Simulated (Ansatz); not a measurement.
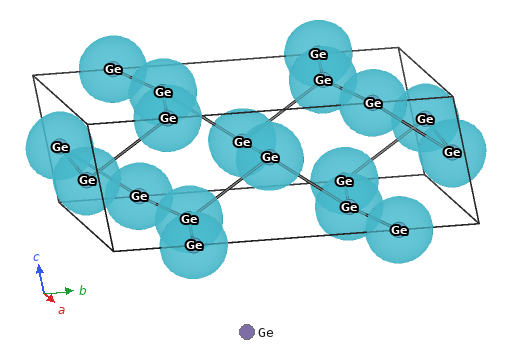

The picture shows: Ge. Isosurface of the valence pseudo-density at 0.5 e/Å³ (cyan), seen slightly off an axis. Sticks mark near contacts.

Space group C2/m; a structure from a database of computed crystals, not necessarily the ambient phase; computed pressure about −3 GPa in this cell.

These are results of Kohn-Sham DFT of a periodic cell, PBEsol, Ansatz PAW (Ansatz), not measurements.

Input

```
crystal:
  lattice:
    - [-0.0577148, 2.88574, 5.115665]
    - [2.630497, -0.05260994, 5.115665]
    - [2.5727822, 2.83313006, 0.0]
  atoms:
    - { symbol: Ge, position: [0.72649, 0.27351, 0.72649] }
    - { symbol: Ge, position: [0.27351, 0.72649, 0.27351] }
    - { symbol: Ge, position: [0.218133, 0.218133, 0.781867] }
    - { symbol: Ge, position: [0.781867, 0.781867, 0.218133] }
hamiltonian:
  xc: pbesol
  pseudopotentials: { kind: paw }
kpoints:
  mp_grid: { grid: [6, 6, 6] }
scf:
  occupations: { method: fermi_dirac, width: 0.05 }
output:
  forces: true
  stress: true
  eigenvalues: true
  write_density: true
  write_potential: true
  elf: true
  volumetric_format: npy
relax:
  f_tol: 0.01
  max_steps: 40
```

Command:

```sh
ansatz run input.yaml --threads 2 --pin off --max-ram 5632MiB --backend cpu --events-out ev --progress --plain --runs-dir out
```

Below, planes, directions and counts refer to the conventional cell (a = 5.26 Å, b = 10.23 Å, c = 3.83 Å, α = 90.00°, β = 131.10°, γ = 90.00°).

Q: How is the density connected at this value?

A: At this value the density breaks into separate islands; it holds about 75 % of the electrons treated as valence (semicore included). It bridges none of the near contacts. It is pinched off along the sampled Ge–Ge (2.63 Å), Ge–Ge (2.70 Å) and Ge–Ge (2.74 Å) contacts. On the grid the lowest density along these lines, outside the cores, is 0.36 e/Å³ (Ge–Ge, 2.63 Å), 0.32 e/Å³ (Ge–Ge, 2.70 Å) and 0.29 e/Å³ (Ge–Ge, 2.74 Å).

Q: Does the calculation make it a metal, or give it a gap?

A: It is metallic or semimetallic at this level of theory: no gap opens.
